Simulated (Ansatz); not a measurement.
Consider Si₂W.

```
Si W
1.0
     3.20250    0.00000    0.00000
     0.00000    3.20250    0.00000
     0.00000    0.00000    7.81573
Si W
4 2
Direct
  0.00000 0.00000 0.33450
  0.50000 0.50000 0.83450
  0.00000 0.00000 0.66550
  0.50000 0.50000 0.16550
  0.00000 0.00000 0.00000
  0.50000 0.50000 0.50000
```

Space group I4/mmm.

These are results of Ansatz 0.2.0, DFT PBEsol, scalar-relativistic, plane waves, PAW, not measurements.

What can the converged valence pseudo-density and electron localisation function tell about the bonding?

Si–W (2.61 Å): ρ at the midpoint is about 0.42 e/Å³; the ELF peaks at about 0.80 in the valence shell of Si, 0.9 Å from its nucleus, and is about 0.40 at the midpoint.

Does the calculation give a band gap?

It is gapless in this calculation (a metal or semimetal).

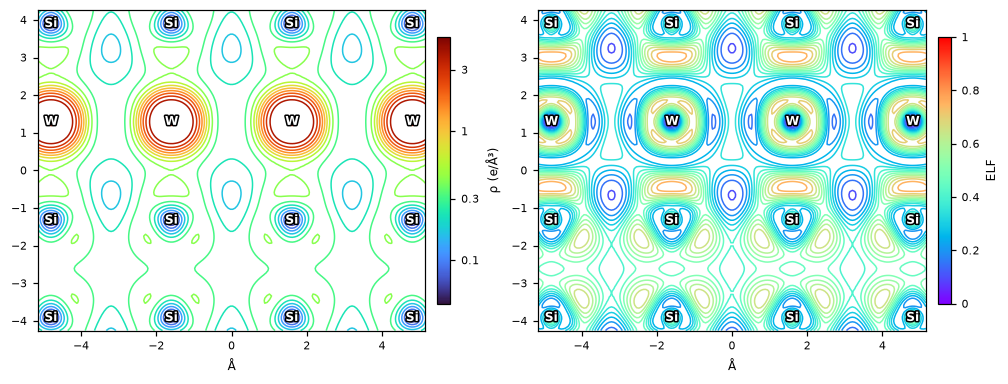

Computed valence pseudo-density and electron localisation function on the (100) plane of the conventional cell, in this order. 

The density is the valence pseudo-density of a PAW calculation; it isn't the true density close to the nuclei.
